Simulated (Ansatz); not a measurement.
**Geometry relaxation, with input and output: SnO2 (part 1 of 2)**

SnO2 (P-3m1, 3 atoms in the cell), computed with DFT PBE, scalar-relativistic, plane waves, PAW, no spin polarisation (Ansatz 0.2.0).

The structure was made by a generator, so it may or may not be a known phase. Figures and captions count atoms from 1; the log counts them from 0 in places.

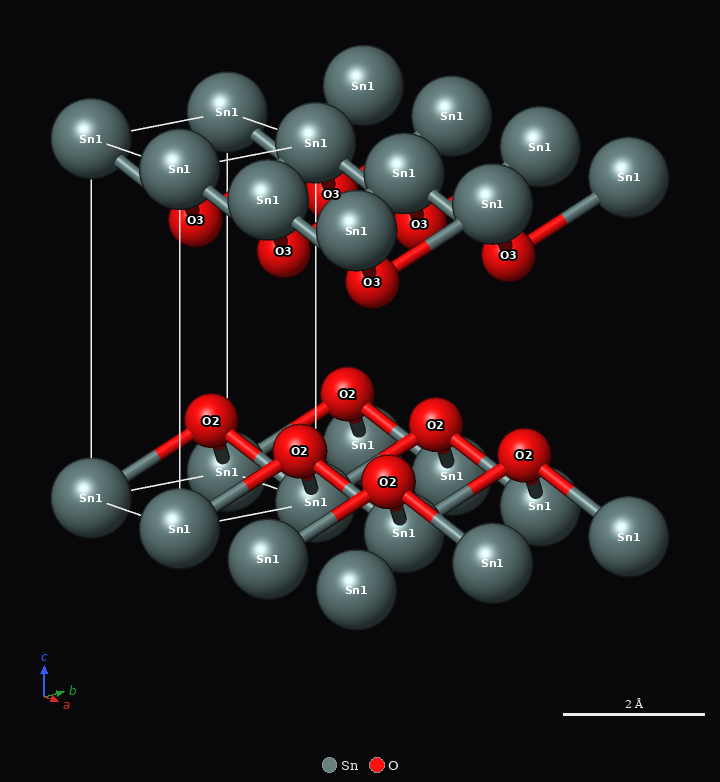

The input geometry (ball-and-stick view of the cell of the calculation, repeated 3 × 2 × 1, seen slightly off an axis; atoms are numbered from 1 in the order of the input). An atom can appear more than once, as a periodic image. Near neighbours in the periodic cell (some may lie outside the picture): Sn has 6 O at 2.12 Å; O has 3 Sn at 2.12 Å.

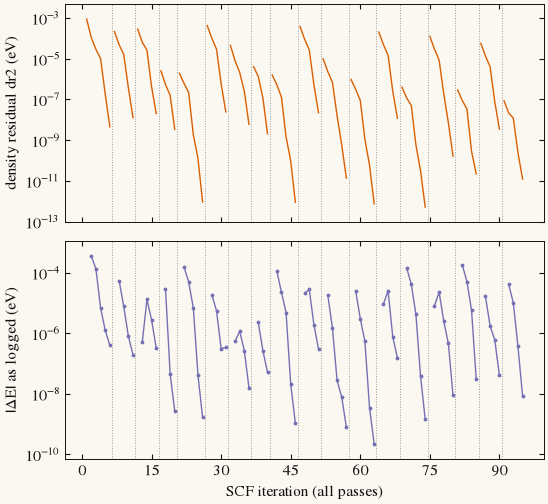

Convergence of the self-consistent field: density residual dr2 and size of the energy change against the SCF iteration. The dotted lines part the SCF passes of the relaxation: geometry steps, rejected trials and re-solves on a re-selected basis. The 18 passes take 4 to 6 iterations each, 95 in all.

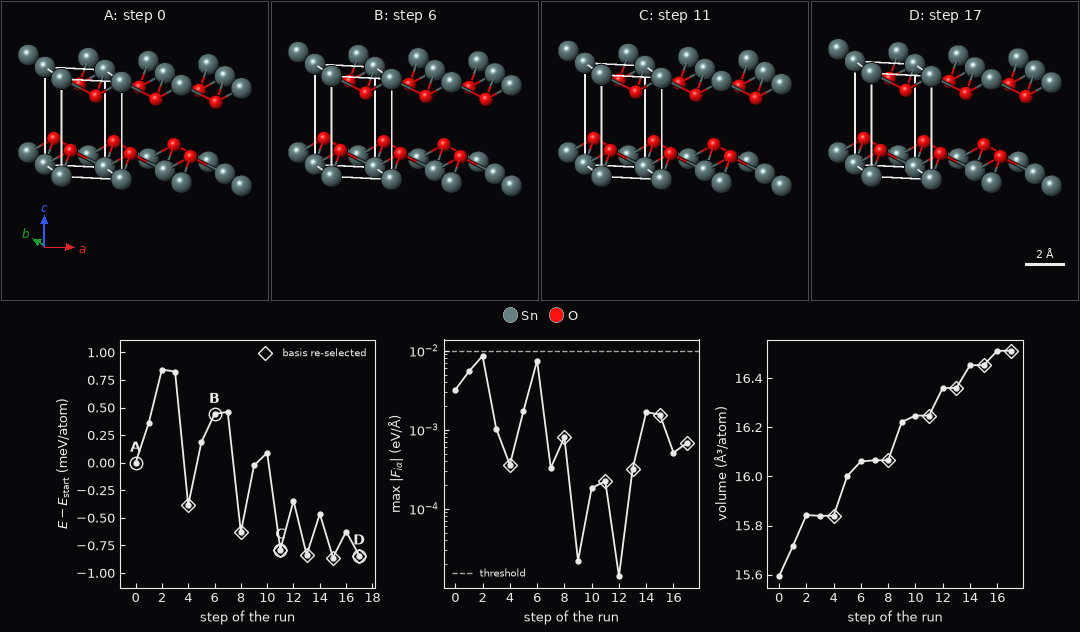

Frames of the relaxation (ball-and-stick view of the cell of the calculation, repeated 3 × 2 × 1, seen slightly off an axis) above the curves, on which the letters mark them (the first geometry is step 0 here and step 1 in the log).

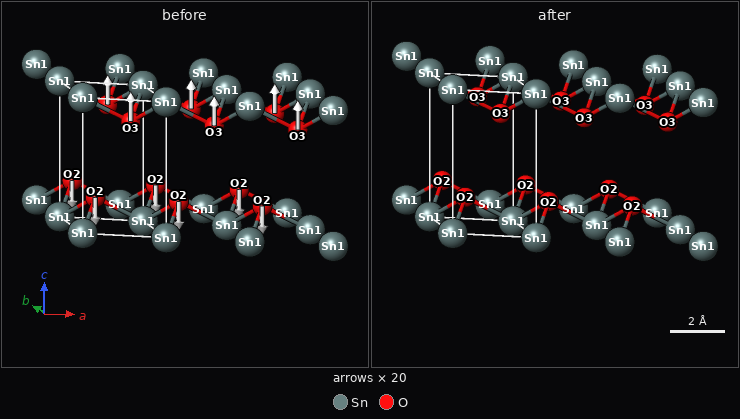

Before (left) and after (right) the relaxation, at one scale (ball-and-stick view of the cell of the calculation, repeated 3 × 2 × 1, seen slightly off an axis). The white arrows give the displacements (without the part carried along by the change of the cell), magnified 20 times. After 11 geometry steps the energy has fallen by 0.6 meV per atom. The largest force component goes from 0.0032 to 0.00068 eV/Å. Pressure: 0.19 GPa at the start and 0.02 GPa at the end. The basis was re-selected 5 times at an unchanged geometry, which shifts the energy a little without any move. The largest moves relative to the cell, 0.059 Å, are those of O2 and O3. Sn stays in place. The drawn cell changes as follows: a = b stay at 3.228 Å, c 5.184 → 5.490 Å (+5.9 %); the volume changes by +5.9 %. The space group stays P-3m1 (No. 164). The energy change given includes the shifts at the re-selections in mid-walk, which come without any move. A last SCF at the same geometry on a re-selected plane-wave basis shifts the energy by −0.2 meV per atom. (Atoms are counted from 1 in the order of the input.)

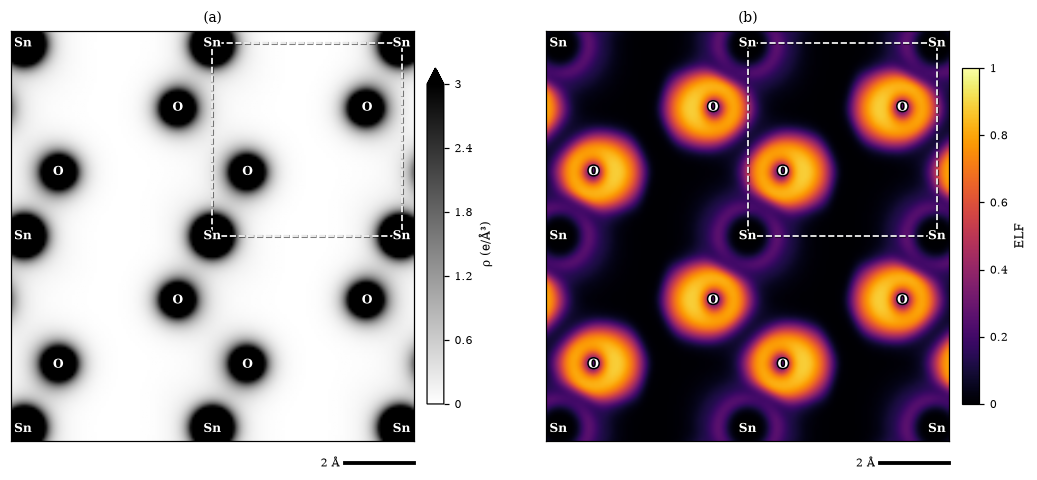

(a) valence charge density (pseudo); (b) ELF on the (110) plane of the conventional cell. The section cuts through Sn and O sites. Sn–O (2.12 Å): the density is about 0.6 e/Å³ at the midpoint; the ELF is about 0.25 at the midpoint. Away from the nuclei the density in this plane falls to 0.003 e/Å³ at its lowest. The fields are those of the smooth PAW valence density.

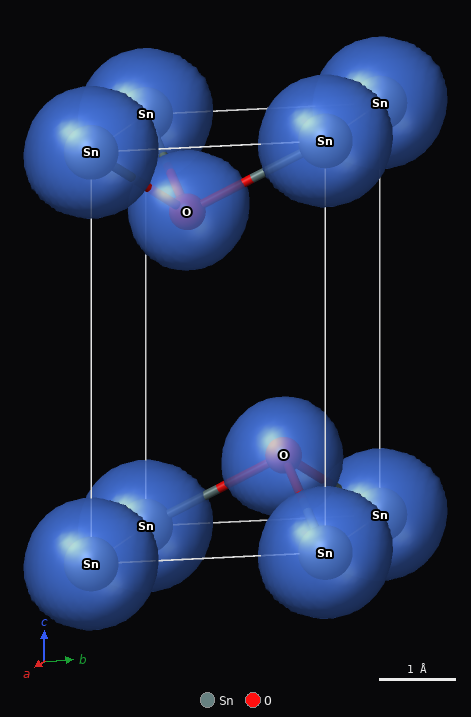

Isosurface of the valence electron density at 0.8 e/Å³ (blue), seen slightly off an axis. Sticks mark near contacts. The outline is the cell set on symmetry axes. At this value the density breaks into separate islands; it holds about 75 % of the electrons treated as valence (semicore included). It is pinched off along the Sn–O (2.12 Å) contacts. On the grid the lowest density along these lines, outside the cores, is 0.6 e/Å³ (Sn–O, 2.12 Å).

The input and output of the run follow.

Input:
```yaml
crystal:
  lattice:
    - [3.2281336343, 0.0, 0.0]
    - [-1.6140668171, 2.7956457341, 0.0]
    - [0.0, 0.0, 5.1835328384]
  atoms:
    - { symbol: Sn, position: [0.0, 0.0, 0.0] }
    - { symbol: O, position: [0.3333333333, 0.6666666667, 0.1949583686] }
    - { symbol: O, position: [0.6666666667, 0.3333333333, 0.8050416314] }
basis:
  ecutwfc: 420
kpoints:
  mp_grid: { grid: [12, 12, 6] }
hamiltonian:
  xc: pbe
scf:
  occupations: { method: gaussian, width: 0.02 }
output:
  forces: true
  stress: true
  eigenvalues: true
  write_density: true
  write_potential: true
  elf: true
  volumetric_format: npy
relax:
  adjacent_minimum: "off"
  f_tol: 0.01
  max_steps: 80
  cell: { stress_tol: 0.05 }
```

Launched with:
```bash
ansatz run input.yaml --threads 1 --pin off --max-ram 2560MiB --backend cpu --events-out ev --progress --plain --runs-dir out
```

Output:
```
Engine: ansatz 0.2.0, aarch64-unknown-linux-gnu
Pseudopotentials: kind: paw
Pseudopotential: Sn, paw, valence charge 14, recommended cutoff 420 eV (normal), Sn.paw.azcp
Pseudopotential: O, paw, valence charge 6, recommended cutoff 420 eV (normal), O.paw.azcp
Functional definition: PBE
  parameter kappa = 0.804
  parameter beta = 0.06672455060314922
  exchange = pbe_x(kappa = kappa, mu = beta*pi^2/3)
  correlation = pbe_c(beta = beta)
Crystal: 3 atoms, lattice volume = 46.780 Å³
Basis set: ecut = 420 eV, 941 PW (Γ), exchange–correlation on 48×48×72 points (8 copies of the dense FFT grid, shifted against one another)
Bands: 17, of which v1, the nominal top of the filled ones, is band 13 counted from 1 (12 counted from 0)
Symmetry: 12 space group operations
Space group: P-3m1 (ITA 164), of the structure as read, at distance tolerance 3.6e-5 Å
k-points: 100 of 864
Non-local potential: Sn, projectors of the file, l = 0: 2, l = 1: 2, l = 2: 2, l = 3: 2
Non-local potential: O, projectors of the file, l = 0: 2, l = 1: 2, l = 2: 1
PAW form: soft (Blöchl's): semilocal exchange-correlation on the pseudo side does not see the compensation charge
PAW one-centre angular grid: Sn, 590 points (default); XC on 64 Gauss nodes
PAW one-centre angular grid: O, 110 points (default); XC on 64 Gauss nodes
Initial density: superposition of atomic densities (neutral atoms: chi_scale 0, normalization atom), corrected by the library's trained network
Initial wavefunctions: pseudopotential atomic-orbital guess
Functional: x = pbe(κ = 0.804, μ = 0.2195149727645171), c = pbe(β = 0.06672455060314922)
SCF iter   1: F=—  HF=-7158.524726 eV  |F-HF|=—  |Δ(HF+E_count)|=         —  Δρ=1.72e-3  dr2=8.85e-4  ethr=1.77e-3  ⟨swp⟩=6.1  Hψ=9405  notcnv=0
preconditioner: auto → none  [insulator: Δε(μ)=2.189 eV  Ē_g=19.625 eV  σ=0.020 eV  W_gap=1.00  n_scr=10 (ndim 8)  ℏωp=27.7 eV  f_vac=0.229  D(μ)=0.00/eV (n_scr^D=0)  ε∞_Penn≈3.0]
SCF iter   2: F=—  HF=-7158.524363 eV  |F-HF|=—  |Δ(HF+E_count)|=   3.63e-4  Δρ=8.40e-4  dr2=1.09e-4  ethr=3.41e-6  ⟨swp⟩=2.0  Hψ=4191  notcnv=0
SCF iter   3: F=—  HF=-7158.524497 eV  |F-HF|=—  |Δ(HF+E_count)|=   1.34e-4  Δρ=3.41e-4  dr2=2.88e-5  ethr=4.19e-7  ⟨swp⟩=2.0  Hψ=3181  notcnv=0
SCF iter   4: F=—  HF=-7158.524490 eV  |F-HF|=—  |Δ(HF+E_count)|=   6.99e-6  Δρ=1.89e-4  dr2=1.04e-5  ethr=1.11e-7  ⟨swp⟩=2.0  Hψ=2564  notcnv=0
SCF iter   5: F=—  HF=-7158.524491 eV  |F-HF|=—  |Δ(HF+E_count)|=   1.27e-6  Δρ=3.00e-5  dr2=1.86e-7  ethr=4.01e-8  ⟨swp⟩=2.0  Hψ=2261  notcnv=0
SCF iter   6: F=-7158.524492 eV  HF=-7158.524492 eV  |F-HF|=9.75e-9  |Δ(HF+E_count)|=   4.01e-7  Δρ=5.05e-6  dr2=4.52e-9  ethr=3.85e-10  ⟨swp⟩=11.2  Hψ=13900  notcnv=0
SCF 1 converged in 6 iterations: F = -7158.524492 eV  dr2 = 4.52e-9
  greatest PAW one-centre occupation: 0.996 electrons in one spin orbital (limit 2), on the Sn atom at site 0 (counted from 0), in its partial waves of l = 2
relax step   1: F+E_penalty+E_count = -7158.52449181 eV  Δ(F+E_penalty+E_count) = +0.000e0 eV  max|allowed force component| = 3.205e-3 eV/Å  Δτ_max = 0.0000 Å  P = +0.186 GPa  Ω = 46.780 Å³  (6 SCF iters, dr2 threshold 1.00e-7 eV, accepted)
Crystal: 3 atoms, lattice volume = 47.145 Å³
Initial density: handed on by an earlier stage of this run
Initial wavefunctions: those handed on with the density
iter 1 solved again at ethr=8.35e-7 eV; its pass at ethr=3.10e-3 eV (dr2=2.17e-4 eV) is discarded
SCF iter   1: F=—  HF=-7158.523456 eV  |F-HF|=—  |Δ(HF+E_count)|=         —  Δρ=1.24e-3  dr2=2.18e-4  ethr=8.35e-7  ⟨swp⟩=2.2  Hψ=11617  notcnv=0
preconditioner: auto → none  [insulator: Δε(μ)=2.204 eV  Ē_g=19.603 eV  σ=0.020 eV  W_gap=1.00  n_scr=10 (ndim 8)  ℏωp=27.6 eV  f_vac=0.233  D(μ)=0.00/eV (n_scr^D=0)  ε∞_Penn≈3.0]
SCF iter   2: F=—  HF=-7158.523401 eV  |F-HF|=—  |Δ(HF+E_count)|=   5.50e-5  Δρ=5.49e-4  dr2=4.92e-5  ethr=8.35e-7  ⟨swp⟩=2.8  Hψ=3275  notcnv=0
SCF iter   3: F=—  HF=-7158.523408 eV  |F-HF|=—  |Δ(HF+E_count)|=   7.75e-6  Δρ=2.86e-4  dr2=1.59e-5  ethr=1.89e-7  ⟨swp⟩=2.0  Hψ=2362  notcnv=0
SCF iter   4: F=—  HF=-7158.523408 eV  |F-HF|=—  |Δ(HF+E_count)|=   7.95e-7  Δρ=3.73e-5  dr2=3.67e-7  ethr=6.10e-8  ⟨swp⟩=2.0  Hψ=2240  notcnv=0
SCF iter   5: F=-7158.523408 eV  HF=-7158.523408 eV  |F-HF|=1.51e-8  |Δ(HF+E_count)|=   1.95e-7  Δρ=7.99e-6  dr2=1.28e-8  ethr=1.10e-9  ⟨swp⟩=11.0  Hψ=13071  notcnv=0
SCF 2 converged in 5 iterations: F = -7158.523408 eV  dr2 = 1.28e-8
[... from here on the iterations of each SCF are left out, up to the last one ...]
relax step   2: F+E_penalty+E_count = -7158.52340777 eV  Δ(F+E_penalty+E_count) = +1.084e-3 eV  max|allowed force component| = 5.475e-3 eV/Å  Δτ_max = 0.0076 Å  P = +0.034 GPa  Ω = 47.145 Å³  energy of the carried Pulay correction = -1.585e-3 eV  (5 SCF iters, dr2 threshold 2.87e-7 eV, accepted)
Crystal: 3 atoms, lattice volume = 47.527 Å³
preconditioner: auto → none  [insulator: Δε(μ)=2.235 eV  Ē_g=19.595 eV  σ=0.020 eV  W_gap=1.00  n_scr=10 (ndim 8)  ℏωp=27.5 eV  f_vac=0.240  D(μ)=0.00/eV (n_scr^D=0)  ε∞_Penn≈3.0]
SCF 3 converged in 5 iterations: F = -7158.521957 eV  dr2 = 2.05e-8
relax step   3: F+E_penalty+E_count = -7158.52195750 eV  Δ(F+E_penalty+E_count) = +1.450e-3 eV  max|allowed force component| = 8.624e-3 eV/Å  Δτ_max = 0.0073 Å  P = +0.007 GPa  Ω = 47.527 Å³  energy of the carried Pulay correction = -3.251e-3 eV  (5 SCF iters, dr2 threshold 1.09e-7 eV, accepted)
Crystal: 3 atoms, lattice volume = 47.519 Å³
preconditioner: auto → none  [insulator: Δε(μ)=2.224 eV  Ē_g=19.600 eV  σ=0.020 eV  W_gap=1.00  n_scr=10 (ndim 8)  ℏωp=27.5 eV  f_vac=0.238  D(μ)=0.00/eV (n_scr^D=0)  ε∞_Penn≈3.0]
SCF 4 converged in 4 iterations: F = -7158.522012 eV  dr2 = 3.42e-9
relax step   4: F+E_penalty+E_count = -7158.52201238 eV  Δ(F+E_penalty+E_count) = -5.488e-5 eV  max|allowed force component| = 1.037e-3 eV/Å  Δτ_max = 0.0004 Å  P = -0.007 GPa  Ω = 47.519 Å³  energy of the carried Pulay correction = -3.212e-3 eV  (4 SCF iters, dr2 threshold 1.42e-8 eV, accepted)
Initial wavefunctions: pseudopotential atomic-orbital guess (no wavefunctions were taken with the density)
SCF 5 converged in 6 iterations: F = -7158.525644 eV  dr2 = 9.23e-13
relax step   5: F+E_penalty+E_count = -7158.52564419 eV  Δ(F+E_penalty+E_count) = -3.632e-3 eV  max|allowed force component| = 3.602e-4 eV/Å  Δτ_max = 0.0000 Å  P = +0.103 GPa  Ω = 47.519 Å³  stress off target by 2.18e-1 GPa  SCF on the basis re-selected at this cell (its energy is not comparable with the rows above)  (6 SCF iters)
basis re-selected at this cell: Δ(F+E_penalty+E_count) = -3.632e-3 eV, ΔP = +0.110 GPa vs the last step (what re-selecting the basis moved, of the pressure what is left beyond the Pulay correction that the steps carried, after the strain that the cell walked since its last selection, with what the two solves' SCF thresholds leave and, on support functions, any second-order correction that the steps lacked; it is no measure of the basis error at this ecutwfc). This SCF's stress stands 2.18e-1 GPa from its target on what of the cell is left free (relax.cell.stress_tol is 5.00e-2 GPa) and its largest allowed force component is 3.60e-4 eV/Å (relax.f_tol is 1.00e-2 eV/Å): not within both, so this SCF does not close the relaxation
Crystal: 3 atoms, lattice volume = 48.005 Å³
Basis set: ecut = 420 eV, 953 PW (Γ), exchange–correlation on 48×48×72 points (8 copies of the dense FFT grid, shifted against one another)
preconditioner: auto → none  [insulator: Δε(μ)=2.254 eV  Ē_g=19.579 eV  σ=0.020 eV  W_gap=1.00  n_scr=10 (ndim 8)  ℏωp=27.3 eV  f_vac=0.249  D(μ)=0.00/eV (n_scr^D=0)  ε∞_Penn≈2.9]
SCF 6 converged in 5 iterations: F = -7158.523934 eV  dr2 = 2.46e-8
relax step   6: F+E_penalty+E_count = -7158.52393357 eV  Δ(F+E_penalty+E_count) = +1.711e-3 eV  max|allowed force component| = 1.734e-3 eV/Å  Δτ_max = 0.0100 Å  P = +0.046 GPa  Ω = 48.005 Å³  energy of the carried Pulay correction = -2.137e-3 eV  (5 SCF iters, dr2 threshold 1.19e-7 eV, accepted)
Crystal: 3 atoms, lattice volume = 48.183 Å³
preconditioner: auto → none  [insulator: Δε(μ)=2.251 eV  Ē_g=19.575 eV  σ=0.020 eV  W_gap=1.00  n_scr=10 (ndim 8)  ℏωp=27.3 eV  f_vac=0.249  D(μ)=0.00/eV (n_scr^D=0)  ε∞_Penn≈2.9]
SCF 7 converged in 5 iterations: F = -7158.523165 eV  dr2 = 6.04e-9
relax step   7: F+E_penalty+E_count = -7158.52316458 eV  Δ(F+E_penalty+E_count) = +7.690e-4 eV  max|allowed force component| = 7.506e-3 eV/Å  Δτ_max = 0.0028 Å  P = -0.049 GPa  Ω = 48.183 Å³  energy of the carried Pulay correction = -2.939e-3 eV  (5 SCF iters, dr2 threshold 1.35e-8 eV, accepted)
Crystal: 3 atoms, lattice volume = 48.197 Å³
preconditioner: auto → none  [insulator: Δε(μ)=2.253 eV  Ē_g=19.580 eV  σ=0.020 eV  W_gap=1.00  n_scr=10 (ndim 8)  ℏωp=27.3 eV  f_vac=0.249  D(μ)=0.00/eV (n_scr^D=0)  ε∞_Penn≈2.9]
SCF 8 converged in 4 iterations: F = -7158.523107 eV  dr2 = 2.08e-9
relax step   8: F+E_penalty+E_count = -7158.52310730 eV  Δ(F+E_penalty+E_count) = +5.727e-5 eV  max|allowed force component| = 3.291e-4 eV/Å  Δτ_max = 0.0008 Å  P = -0.002 GPa  Ω = 48.197 Å³  energy of the carried Pulay correction = -3.002e-3 eV  (4 SCF iters, dr2 threshold 6.58e-9 eV, accepted)
preconditioner: auto → none  [insulator: Δε(μ)=2.252 eV  Ē_g=19.580 eV  σ=0.020 eV  W_gap=1.00  n_scr=10 (ndim 8)  ℏωp=27.3 eV  f_vac=0.249  D(μ)=0.00/eV (n_scr^D=0)  ε∞_Penn≈2.9]
SCF 9 converged in 6 iterations: F = -7158.526380 eV  dr2 = 8.99e-13
relax step   9: F+E_penalty+E_count = -7158.52637996 eV  Δ(F+E_penalty+E_count) = -3.273e-3 eV  max|allowed force component| = 8.049e-4 eV/Å  Δτ_max = 0.0000 Å  P = +0.045 GPa  Ω = 48.197 Å³  stress off target by 1.33e-1 GPa  SCF on the basis re-selected at this cell (its energy is not comparable with the rows above)  (6 SCF iters)
basis re-selected at this cell: Δ(F+E_penalty+E_count) = -3.273e-3 eV, ΔP = +0.047 GPa vs the last step (what re-selecting the basis moved, of the pressure what is left beyond the Pulay correction that the steps carried, after the strain that the cell walked since its last selection, with what the two solves' SCF thresholds leave and, on support functions, any second-order correction that the steps lacked; it is no measure of the basis error at this ecutwfc). This SCF's stress stands 1.33e-1 GPa from its target on what of the cell is left free (relax.cell.stress_tol is 5.00e-2 GPa) and its largest allowed force component is 8.05e-4 eV/Å (relax.f_tol is 1.00e-2 eV/Å): not within both, so this SCF does not close the relaxation
Crystal: 3 atoms, lattice volume = 48.665 Å³
Basis set: ecut = 420 eV, 967 PW (Γ), exchange–correlation on 48×48×72 points (8 copies of the dense FFT grid, shifted against one another)
preconditioner: auto → none  [insulator: Δε(μ)=2.275 eV  Ē_g=19.560 eV  σ=0.020 eV  W_gap=1.00  n_scr=10 (ndim 8)  ℏωp=27.1 eV  f_vac=0.256  D(μ)=0.00/eV (n_scr^D=0)  ε∞_Penn≈2.9]
SCF 10 converged in 5 iterations: F = -7158.524566 eV  dr2 = 2.24e-8
relax step  10: F+E_penalty+E_count = -7158.52456571 eV  Δ(F+E_penalty+E_count) = +1.814e-3 eV  max|allowed force component| = 2.153e-5 eV/Å  Δτ_max = 0.0094 Å  P = +0.012 GPa  Ω = 48.665 Å³  energy of the carried Pulay correction = -2.049e-3 eV  (5 SCF iters, dr2 threshold 4.42e-8 eV, accepted)
```
